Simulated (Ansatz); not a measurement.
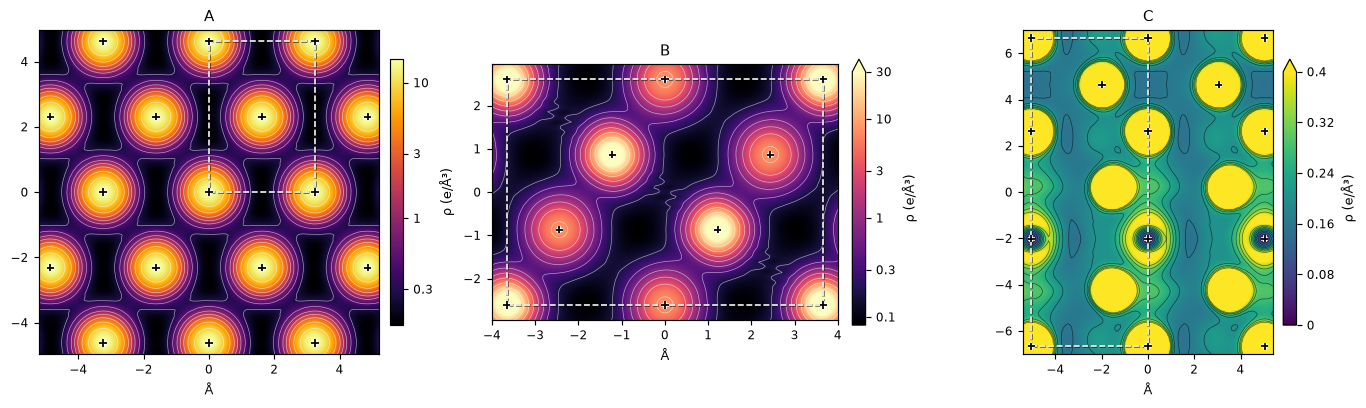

The valence charge density (pseudo) of 3 systems, each on a plane through atoms (crosses mark nuclei in the plane).

Computed with DFT PBEsol, scalar-relativistic, plane waves, PAW in Ansatz 0.2.0.

System 1: Au, the (010) plane of the conventional cell. Space group Fmmm; a structure from a database of computed crystals, not necessarily the ambient phase; changed on purpose from its base cell (strain +0.0150 x Voigt [0, 0, 0, 0, 0, 1], atoms carried along); computed without spin polarisation.

```yaml
crystal:
  lattice:
    - [0.00000, 0.00000, 3.24215]
    - [3.21783, -3.21783, 0.00000]
    - [3.26646, 3.26646, 0.00000]
  atoms:
    - { symbol: Au, position: [0.00000, 0.00000, 0.00000] }
    - { symbol: Au, position: [0.50000, 0.50000, 0.00000] }
    - { symbol: Au, position: [0.00000, 0.50000, 0.50000] }
    - { symbol: Au, position: [0.50000, 0.00000, 0.50000] }
```

System 2: Ti5Si, the (010) plane of the conventional cell. Space group R32; a structure from a database of computed crystals, not necessarily the ambient phase; computed pressure about −4 GPa in this cell; computed without spin polarisation.

```
CELL_PARAMETERS angstrom
5.04568 0.00000 0.00000
-2.52284 4.36969 0.00000
0.00000 0.00000 13.32271
ATOMIC_POSITIONS crystal
Ti 0.00000 0.00000 0.15144
Ti 0.66667 0.33333 0.48477
Ti 0.33333 0.66667 0.81811
Ti 0.60535 0.00000 0.00000
Ti 0.27202 0.33333 0.33333
Ti 0.93868 0.66667 0.66667
Ti 0.00000 0.60535 0.00000
Ti 0.66667 0.93868 0.33333
Ti 0.33333 0.27202 0.66667
Ti 0.66667 0.33333 0.18189
Ti 0.33333 0.66667 0.51523
Ti 0.00000 0.00000 0.84856
Ti 0.39465 0.39465 0.00000
Ti 0.06132 0.72798 0.33333
Ti 0.72798 0.06132 0.66667
Si 0.33333 0.66667 0.16667
Si 0.00000 0.00000 0.50000
Si 0.66667 0.33333 0.83333
```

System 3: CoO, the (110) plane of the conventional cell. Space group R-3m; a structure from a database of computed crystals, not necessarily the ambient phase; computed pressure about −9 GPa in this cell; the program warned that a starting moment wasn't kept; spin-polarised.

Q: Match each panel to its system.

A: Panel A is system 1, Au: the plane holds Au. Au–Au (2.82 Å): ρ is about 0.32 e/Å³ halfway. Panel B is system 3, CoO: the plane holds Co and O. Co–O (2.12 Å): the density is about 0.43 e/Å³ at the midpoint. Panel C is system 2, Ti5Si: the plane holds Ti and Si. Ti–Ti (2.83 Å): ρ at the midpoint is about 0.18 e/Å³.
